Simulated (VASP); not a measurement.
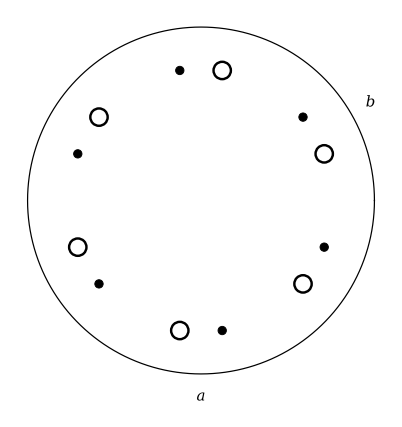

Stereographic projection: filled dots lie in the upper hemisphere, open rings in the lower. The c axis points at the viewer. The poles are all faces of one general form. Computed from the symmetry operations of a computed or model structure of composition Si2Mo.

Which point group is this?

622 (D6), order 12, hexagonal system: one sixfold axis, six twofold axes.

Which physical properties does it allow?

It is not centrosymmetric; not polar, but piezoelectricity is allowed; it has proper rotations alone, so the crystal is chiral.
